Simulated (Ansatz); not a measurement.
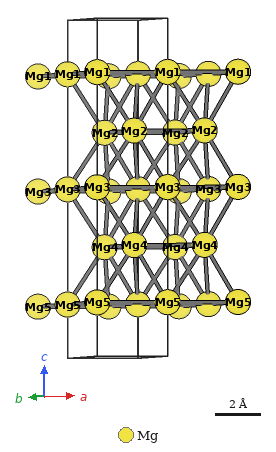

This is the input geometry for a relaxation of crystalline Mg (set up in P-6m2) (coarse preliminary run). The picture is a ball-and-stick view of the cell of the calculation, repeated 2 × 2 × 1 with one cell outlined, seen from a free direction.

Case: 2 of 2 Li taken out, relaxed.

These are results of DFT PBE, scalar-relativistic, plane waves, PAW (Ansatz 0.2.0), not measurements.

The input:
```yaml
crystal:
  lattice:
    - [3.1844317328, 0.0, 0.0]
    - [-1.5922158664, 2.7577987773, 0.0]
    - [0.0, 0.0, 15.230707159]
  atoms:
    - { symbol: Mg, position: [0.0, 0.0, 0.8405915368] }
    - { symbol: Mg, position: [0.6666666667, 0.3333333333, 0.6693208084] }
    - { symbol: Mg, position: [0.0, 0.0, 0.5] }
    - { symbol: Mg, position: [0.6666666667, 0.3333333333, 0.3306791916] }
    - { symbol: Mg, position: [0.0, 0.0, 0.1594084632] }
basis:
  ecutwfc: 420
kpoints:
  mp_grid: { grid: [6, 6, 2] }
hamiltonian:
  xc: pbe
scf:
  occupations: { method: gaussian, width: 0.1 }
output:
  forces: true
  stress: true
  eigenvalues: true
relax:
  adjacent_minimum: "off"
  f_tol: 0.0325
  max_steps: 70
  cell: { stress_tol: 0.24 }
```

Launched with:
```bash
ansatz run input.yaml --threads 2 --pin off --max-ram 5120MiB --backend cpu --events-out ev --progress --plain --runs-dir out
```

Q: Predict the outcome.

A: Over 7 accepted moves (10 points after the start) the energy falls by 0.236 eV per cell of the calculation. The largest force component goes from 0.21 to 0.0025 eV/Å. Pressure: −0.23 GPa at the start and −0.02 GPa at the end. The line search rejected the trial steps at points 6, 8 of the run. At 1 point the geometry stayed and the basis and grid were re-selected for the new cell (energy shift of 0.3 meV per cell of the calculation at most each time). The largest moves relative to the cell, 0.62 Å, are those of Mg1 and Mg5. Mg1 goes along +c. The volume changes by −11.7 %, with a = b 3.184 → 3.166 Å (−0.6 %), c 15.231 → 13.616 Å (−10.6 %). Near-neighbour distances that change, for instance: Mg1–Mg5 4.856 → 3.105 Å, Mg1–Mg2 3.191 → 3.227 Å, Mg1–Mg1 3.184 → 3.166 Å, Mg2–Mg3 3.167 → 3.174 Å. New bonds form: Mg1–Mg5 (4.86 → 3.11 Å). The space group stays P-6m2 (No. 187).

The end point in the same view:

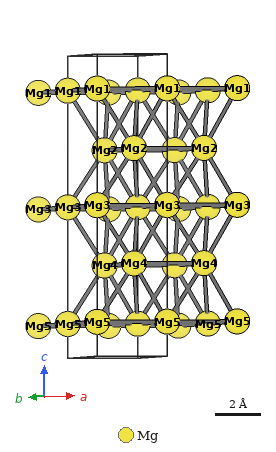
